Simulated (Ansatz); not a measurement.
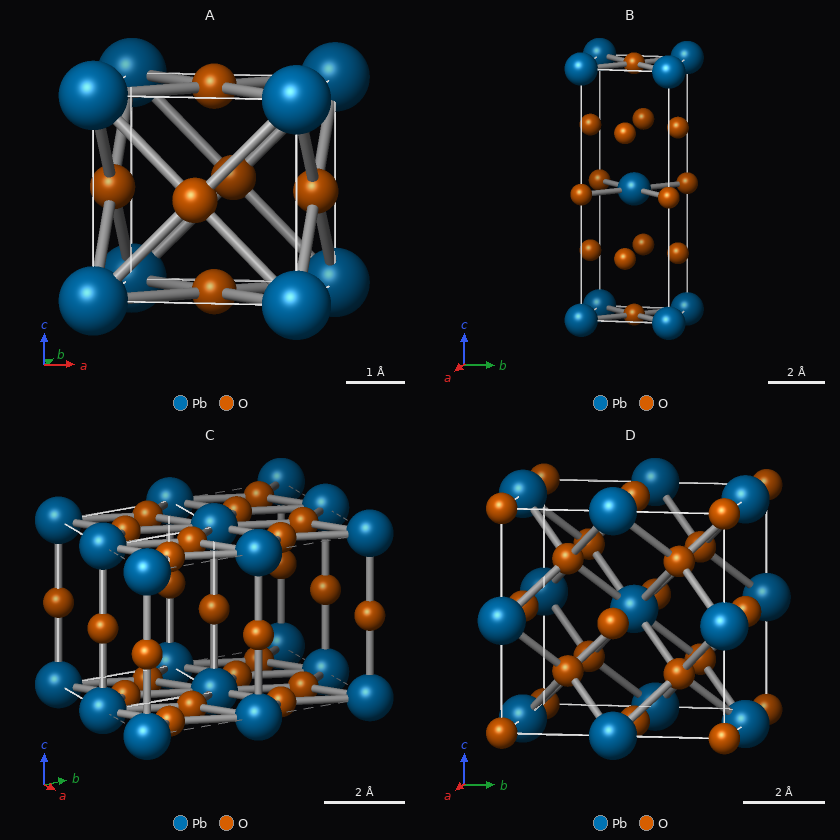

Four structures of PbO₃, each relaxed to rest (conventional cells in solid outline, small ones repeated, each panel with its own scale). Method: Ansatz 0.2.0, DFT PBE, scalar-relativistic, plane waves, PAW, without spin polarisation.

Name the structure in each panel.

Answer. A: Cu₃Au (L1₂) type, Pm-3m; B: 8 atoms a cell on a body-centred tetragonal lattice, I4/mmm; C: 4 atoms a cell on a primitive hexagonal lattice, P6/mmm; D: D0₃ (BiF₃ or Fe₃Al type), Fm-3m.

Which of these is lowest in energy, and how far above it do the others lie?

Answer. C, then D (+125 meV/atom), B (+167 meV/atom) and A (+307 meV/atom), energies at zero smearing.

Collect the results in a table.

Answer.
| panel | structure | E − E(lowest) (meV/atom) | volume (Å³/atom) | gap (eV) |
| --- | --- | --- | --- | --- |
| C | P6/mmm | 0 | 14.9 | metal |
| D | Fm-3m | 125 | 11.1 | metal |
| B | I4/mmm | 167 | 11.8 | metal |
| A | Pm-3m | 307 | 11.4 | metal |

Some of these may be structure types tried for this composition rather than known phases, and the most stable form need not be among them. Gaps are taken on the k-mesh or band path of each run.
